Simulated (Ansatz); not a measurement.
SiO₂: single-point calculation (part 2 of 2)

SiO₂ (slab, 24 atoms in the cell); DFT r2SCAN, scalar-relativistic, plane waves, PAW, no spin polarisation (Ansatz 0.2.0); cutoff 500 eV, 6×6×1 k-mesh, Gaussian smearing of 0.05 eV. The structure derives from an entry of the Crystallography Open Database. It belongs to a series of runs on one base structure; here: (0 0 1) slab cut from the bulk.

Geometry of the input (Å; fractional positions):
```
4.9207  0.0000  0.0000
-2.4604  4.2615  0.0000
0.0000  0.0000  29.9685
O  0.8560  0.5868  0.2503
Si -0.0000  0.4689  0.2892
O  0.7308  0.1440  0.3105
O  0.1440  0.7308  0.3282
Si 0.4689  0.0000  0.3494
O  0.4132  0.2692  0.3707
O  0.5868  0.8560  0.3884
Si 0.5311  0.5311  0.4097
O  0.8560  0.5868  0.4309
O  0.2692  0.4132  0.4486
Si -0.0000  0.4689  0.4699
O  0.7308  0.1440  0.4912
O  0.1440  0.7308  0.5088
Si 0.4689  0.0000  0.5301
O  0.4132  0.2692  0.5514
O  0.5868  0.8560  0.5691
Si 0.5311  0.5311  0.5903
O  0.8560  0.5868  0.6116
O  0.2692  0.4132  0.6293
Si -0.0000  0.4689  0.6506
O  0.7308  0.1440  0.6718
O  0.1440  0.7308  0.6895
Si 0.4689  0.0000  0.7108
O  0.5868  0.8560  0.7497
```

**Output, continued**
```
--- Forces (eV/Å), atoms counted from 1 ---
  atom   1  O      2.95560228    -1.01804729     1.61714134
  atom   2  Si    -5.50589947     1.50436344    -2.79175545
  atom   3  O      0.91946416    -0.43658778     0.58579904
  atom   4  O      1.16153204    -0.13268638     0.67951990
  atom   5  Si     0.56838462     0.11067318    -0.12538822
  atom   6  O     -0.10402747    -0.04688580    -0.12703350
  atom   7  O      0.03449598    -0.06451784     0.13706177
  atom   8  Si    -0.03640201     0.11425669     0.03592850
  atom   9  O     -0.00461492    -0.01148625    -0.00916399
  atom  10  O      0.00833777    -0.01712209    -0.00304493
  atom  11  Si     0.00298642    -0.00004226     0.00084206
  atom  12  O     -0.00057404    -0.00151672     0.00549304
  atom  13  O     -0.00102909    -0.00125561    -0.00549382
  atom  14  Si    -0.00152919     0.00256581    -0.00084467
  atom  15  O     -0.01899750    -0.00134248     0.00304551
  atom  16  O     -0.00763952    -0.00974216     0.00916475
  atom  17  Si     0.11714914     0.02560369    -0.03592584
  atom  18  O     -0.07311815    -0.00238423    -0.13705956
  atom  19  O      0.01140928    -0.11353216     0.12703510
  atom  20  Si    -0.18834682     0.54757088     0.12538909
  atom  21  O     -0.69567545     0.93957848    -0.67952756
  atom  22  O     -0.83783059     0.57798147    -0.58580591
  atom  23  Si     4.05575597    -4.01606306     2.79175065
  atom  24  O     -2.35945063     2.05060112    -1.61713332
  max |Σ_I F_I| component: 1.74e-5 eV/Å
--- Stress (GPa, compression-positive) ---
       -1.579746       0.961155      -0.480839
        0.961156      -0.469895       0.277610
       -0.480838       0.277616      -0.392792
  P = ⅓ Tr σ = -0.8141 GPa (-8.141 kbar)
--- Band table (eV; the first three rows and the last of 20) ---
  k-point 0: bands = ["-25.2861", "-25.0727", "-24.7442", "-24.3475", "-23.9433", "-23.5957", "-23.3507", "-23.2317", "-23.2276", "-23.2208", "-23.2064", "-23.1916", "-23.0500", "-23.0487", "-19.3003", "-19.3003", "-14.1840", "-13.7159", "-13.0396", "-12.2644", "-11.5137", "-10.9307", "-10.5990", "-10.5493", "-10.5456", "-10.4519", "-10.3339", "-10.1091", "-9.8820", "-9.7222", "-8.0075", "-7.9598", "-7.8621", "-7.7495", "-7.6850", "-7.6411", "-7.5557", "-7.5192", "-7.2796", "-6.9655", "-6.9087", "-6.8689", "-6.7504", "-6.6726", "-6.6002", "-6.5110", "-6.4942", "-6.4523", "-6.1396", "-6.0684", "-5.9812", "-5.6402", "-5.4698", "-5.3671", "-5.3352", "-5.2138", "-5.1802", "-5.1616", "-4.5585", "-4.5580", "-2.7892", "-2.7891", "-2.3251", "-2.3248", "-0.9783", "-0.9709", "2.0631", "3.0882", "4.1694", "4.8269", "4.8552", "5.0597", "5.0839", "5.2071", "5.3043", "5.5996", "5.6103", "5.7373", "6.0418", "6.1437", "6.6762", "6.7336", "6.8077", "6.8489", "7.1822", "7.3231", "7.5375", "7.5903"]
  k-point 1: bands = ["-25.2093", "-25.0139", "-24.6819", "-24.3238", "-23.9389", "-23.6487", "-23.4070", "-23.3205", "-23.2514", "-23.2297", "-23.2211", "-23.2042", "-23.0988", "-23.0892", "-19.2953", "-19.2942", "-14.0050", "-13.6068", "-12.9155", "-12.2532", "-11.5556", "-11.0825", "-10.7169", "-10.4756", "-10.4615", "-10.3876", "-10.2915", "-10.1072", "-9.9722", "-9.7918", "-8.0875", "-8.0019", "-7.8475", "-7.8048", "-7.6576", "-7.6089", "-7.5368", "-7.4768", "-7.2580", "-7.0670", "-6.9279", "-6.8392", "-6.7814", "-6.6651", "-6.6016", "-6.5231", "-6.4754", "-6.3807", "-6.1161", "-6.0497", "-5.9305", "-5.7462", "-5.5949", "-5.4350", "-5.3769", "-5.2552", "-5.1947", "-5.1281", "-4.5859", "-4.5775", "-2.8160", "-2.7740", "-2.3577", "-2.3431", "-0.8723", "-0.7854", "2.4223", "3.3140", "4.2854", "4.9343", "4.9933", "5.0424", "5.1185", "5.2950", "5.3627", "5.5762", "5.6859", "5.8795", "6.1150", "6.2176", "6.5536", "6.8075", "6.8898", "6.9400", "7.1242", "7.2886", "7.4146", "7.5253"]
  k-point 2: bands = ["-25.0096", "-24.8854", "-24.5082", "-24.3086", "-23.9371", "-23.7651", "-23.6229", "-23.5241", "-23.2842", "-23.2599", "-23.2365", "-23.2257", "-23.1628", "-23.1443", "-19.2863", "-19.2827", "-13.5822", "-13.4285", "-12.5779", "-12.2455", "-11.5502", "-11.3179", "-10.9592", "-10.6945", "-10.4131", "-10.3646", "-10.2143", "-10.0190", "-9.9295", "-9.8349", "-8.1905", "-8.1160", "-7.9503", "-7.7995", "-7.6531", "-7.6202", "-7.4830", "-7.4078", "-7.2700", "-7.1028", "-6.9736", "-6.8543", "-6.7514", "-6.6500", "-6.5990", "-6.5073", "-6.4238", "-6.2184", "-6.0727", "-6.0319", "-5.9515", "-5.8541", "-5.8065", "-5.6563", "-5.5103", "-5.3174", "-5.2016", "-5.1115", "-4.6480", "-4.5927", "-2.8590", "-2.7416", "-2.4162", "-2.3731", "-0.7162", "-0.4421", "3.3175", "3.9091", "4.5760", "4.9676", "5.1690", "5.2331", "5.4490", "5.4577", "5.6226", "5.7458", "5.9778", "6.0143", "6.2384", "6.3183", "6.4125", "6.5266", "6.7615", "6.8594", "7.2599", "7.3292", "7.5379", "7.5917"]
  k-point 19: bands = ["-24.8424", "-24.6011", "-24.5954", "-24.3957", "-24.3792", "-23.8705", "-23.4955", "-23.4914", "-23.3075", "-23.2915", "-23.2584", "-23.2290", "-23.0630", "-23.0626", "-19.2971", "-19.2971", "-13.3594", "-12.9602", "-12.9447", "-12.3861", "-12.3288", "-11.2432", "-10.6597", "-10.4828", "-10.3981", "-10.1982", "-10.1169", "-10.0704", "-9.8482", "-9.6803", "-8.2291", "-8.1887", "-8.1446", "-8.0378", "-8.0297", "-7.6165", "-7.4673", "-7.4517", "-7.4175", "-7.1670", "-7.0480", "-6.8846", "-6.8380", "-6.6342", "-6.4672", "-6.3655", "-6.3033", "-6.1921", "-6.0789", "-6.0013", "-5.9411", "-5.7947", "-5.7218", "-5.5524", "-5.3628", "-5.2870", "-5.2803", "-5.0946", "-4.7209", "-4.7202", "-2.8356", "-2.8355", "-2.3629", "-2.3628", "-0.1766", "-0.1764", "4.1933", "4.7028", "4.8106", "4.8491", "5.3382", "5.4643", "5.4656", "5.6970", "5.7076", "5.7283", "5.8363", "6.1054", "6.2224", "6.3431", "6.4626", "6.6479", "6.7512", "6.8833", "7.0747", "7.3224", "7.5013", "7.6157"]
```

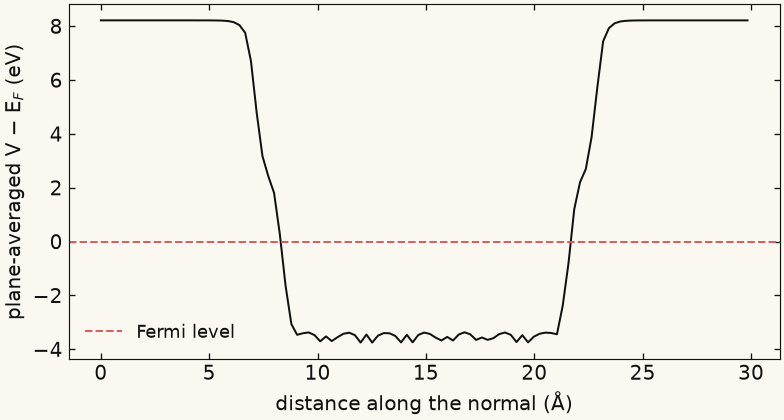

**Figure 1.** Plane average of the electrostatic potential energy of an electron across the cell, from the Fermi level. The vacuum level lies 8.22 eV above the Fermi level.

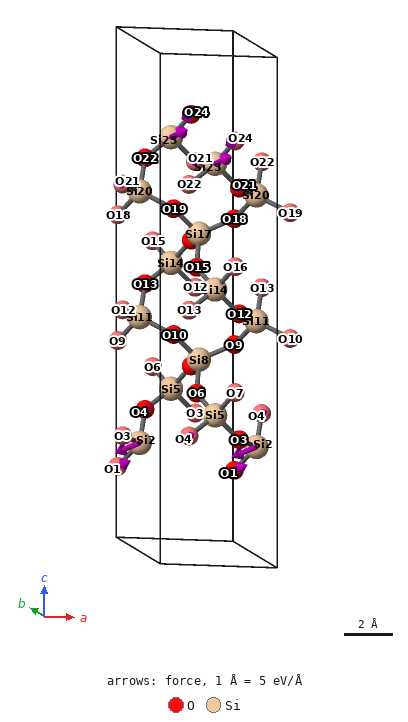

**Figure 2.** Forces on the atoms as pink arrows (ball-and-stick view of the cell of the calculation, with the vacuum cut short, seen slightly off an axis; neighbours outside the cell are drawn fainter; atoms are numbered from 1 in the order of the input); the smallest are left out. The largest act on Si2, Si23 (6.35 eV/Å); O1, O24 (3.52 eV/Å). The geometry is not a stationary point of this energy.

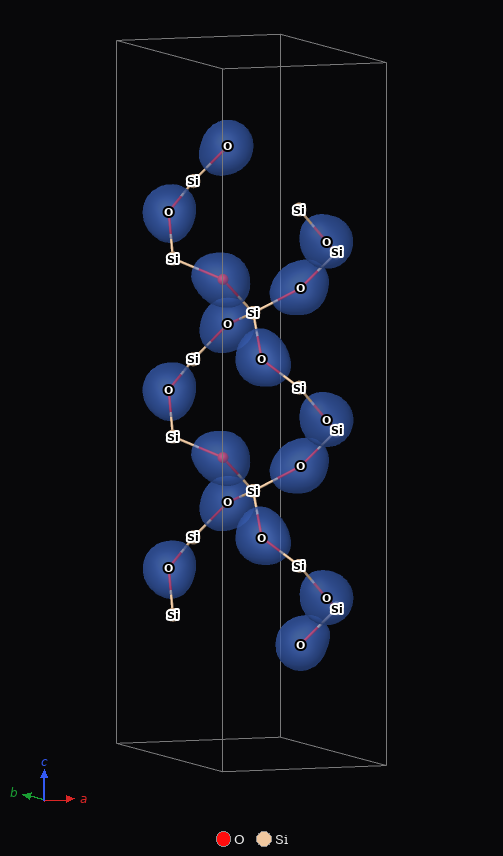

**Figure 3.** Isosurface of the valence electron density at 0.8 e/Å³ (blue), seen at an oblique angle. Sticks mark near contacts. At this value the density breaks into separate islands; it holds about 65 % of the electrons treated as valence. On the grid the lowest density along these lines, outside the cores, is 1.1 e/Å³ (Si–O, 1.61 Å). Core electrons are frozen (PAW), so the fields are smoothed inside the atomic spheres.

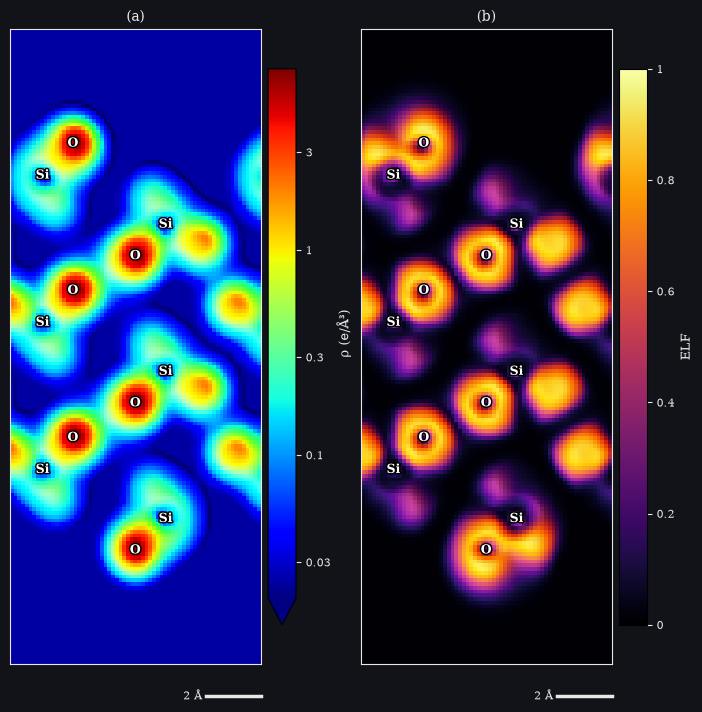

**Figure 4.** (a) valence electron density; (b) ELF on the (110) plane of the calculation cell, a cut from vacuum to vacuum. The section cuts through O and Si sites. Si–O (1.62 Å): ρ is about 1.3 e/Å³ halfway; the ELF peaks at about 0.80 between the atoms, which marks a shared but strongly polarised pair. The density dies away to nearly zero in the vacuum.

**Summary**

- outcome: converged
- electrons treated: 128
- free energy: −14230.8138 eV
- work function, top face: 8.22 eV
- work function, bottom face: 8.22 eV
- Fermi energy: −1.651 eV
- gap on the k-point mesh: 1.35 eV
- work function (upper face): 8.22 eV
- largest force (length of the vector): 6.354 eV/Å
- wall time: 98 s (CPU time 3.2 min)
- peak memory: 2.5 GiB

**Notes**

Warnings of the run: the exchange-correlation potential is rough where the density is thin.
